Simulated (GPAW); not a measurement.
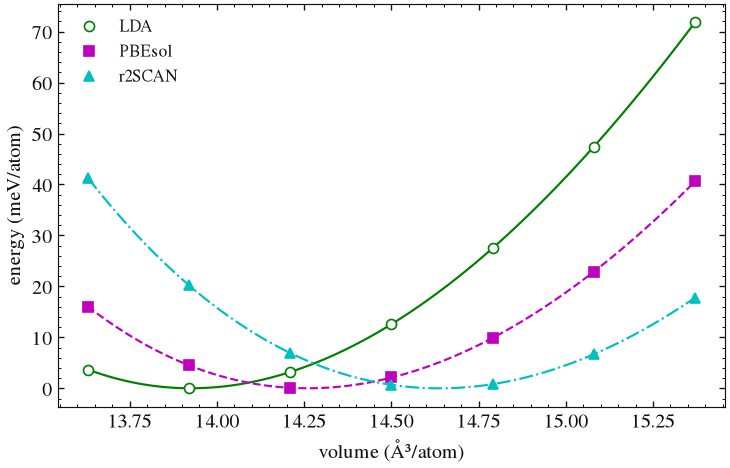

The picture above shows the energy against volume, with one curve for each functional, for YN (space group Fm-3m).

Method: PAW DFT in plane waves, on a grid or in atomic orbitals, no spin polarisation; energies at scaled volumes of the given cell, shape and fractions fixed, counted from the fit's minimum, third-order Birch-Murnaghan fit (GPAW 26.7.0). All runs: no spin polarisation.

k mesh 9×9×9; occupations Fermi–Dirac; smearing width 0.05 eV; wave cutoff 800 eV.

Settings that differ: LDA: potentials GPAW-PAW-data-sets-(gpaw-data-1.2.1); PBEsol: potentials PAW-data-sets-made-by gpaw-setup-for-the-functional; r2SCAN: potentials GPAW-PAW-data-sets-(gpaw-data-1.2.1).

### Order the curves by fitted equilibrium volume, smallest first.

LDA 13.925, PBEsol 14.260, r2SCAN 14.638 Å³/atom.
